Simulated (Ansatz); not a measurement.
Ga$_{3}$Se$_{2}$

Input file:

```
crystal:
  lattice:
    - [4.8001290788, 0.0, 0.0]
    - [-2.4000645394, 4.1570337237, 0.0]
    - [0.0, 0.0, 6.1951606445]
  atoms:
    - { symbol: Ga, position: [0.0, 0.0, 0.0] }
    - { symbol: Ga, position: [0.3333333333, 0.6666666667, 0.6863288157] }
    - { symbol: Ga, position: [0.6666666667, 0.3333333333, 0.3136711843] }
    - { symbol: Se, position: [0.3333333333, 0.6666666667, 0.2492846169] }
    - { symbol: Se, position: [0.6666666667, 0.3333333333, 0.7507153831] }
basis:
  ecutwfc: 420
kpoints:
  mp_grid: { grid: [12, 12, 6] }
hamiltonian:
  xc: pbe
scf:
  occupations: { method: gaussian, width: 0.1 }
output:
  forces: true
  stress: true
  eigenvalues: true
  write_density: true
  write_potential: true
  elf: true
  volumetric_format: npy
relax:
  adjacent_minimum: "off"
  f_tol: 0.01
  max_steps: 80
  cell: { stress_tol: 0.05 }
```

Launched as:

```sh
ansatz run input.yaml --threads 1 --pin off --max-ram 2560MiB --backend cpu --events-out ev --progress --plain --runs-dir out
```

Below, planes, directions and counts refer to the conventional cell (a = 4.80 Å, b = 4.80 Å, c = 6.13 Å, α = 90.00°, β = 90.00°, γ = 120.00°).

The fields are those of the relaxed geometry.

Space group P-3m1; started from the A-type sesquioxide_164 prototype, which need not be the ambient phase; computed without spin polarisation.

Computed with Ansatz, DFT PBE, scalar-relativistic, plane waves, PAW.

In a PAW calculation such maps are meaningful between the atoms, not at the nuclei.

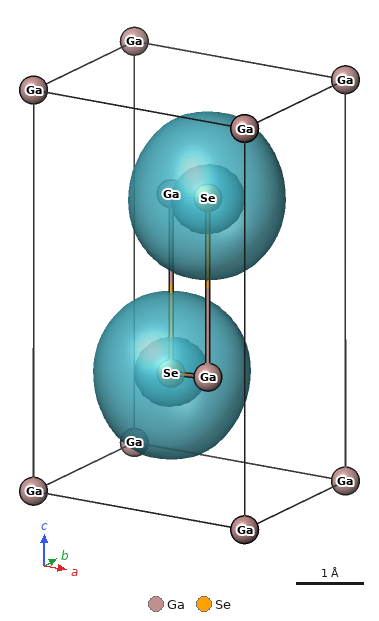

Figure 1. Isosurface of the electron localisation function at 0.65 (cyan), seen slightly off an axis. Only the valence region is drawn (cores and ρ < 0.01 e/Å³ removed). Sticks mark near contacts.

Question: Where are the electrons localised?

Answer: At this value the surface marks out two regions wrapped around Se (the valence shell of each), counted in one cell of 5 atoms. Regions shared between cells count once. Profiles from the grid: Ga–Se (2.74 Å): the ELF is about 0.55 at the midpoint and 0.25 at its lowest between the atoms. Ga–Se (2.80 Å): the ELF is about 0.45 at the midpoint.

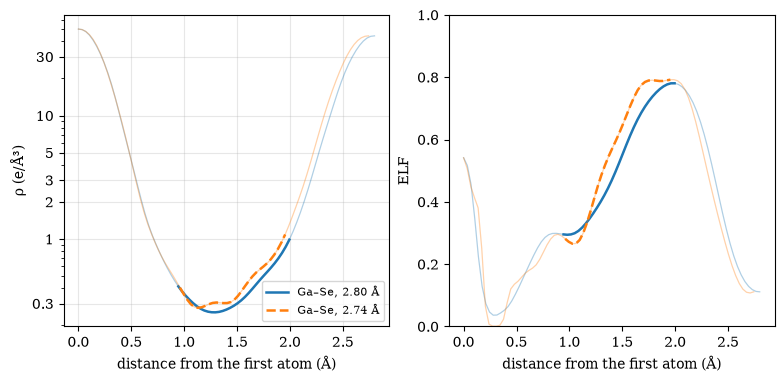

Figure 2. Valence charge density (pseudo) and ELF along straight lines between neighbouring atoms. Thin, pale parts lie inside the atomic spheres.

Question: Compare the contacts.

Answer: Ga–Se (2.80 Å): the density is about 0.27 e/Å³ at the midpoint; the ELF is about 0.45 at the midpoint.
Ga–Se (2.74 Å): ρ at the midpoint is about 0.3 e/Å³; the ELF is about 0.55 at the midpoint and 0.25 at its lowest between the atoms.

Question: Does the calculation make it a metal, or give it a gap?

Answer: It is metallic or semimetallic at this level of theory: no gap opens.
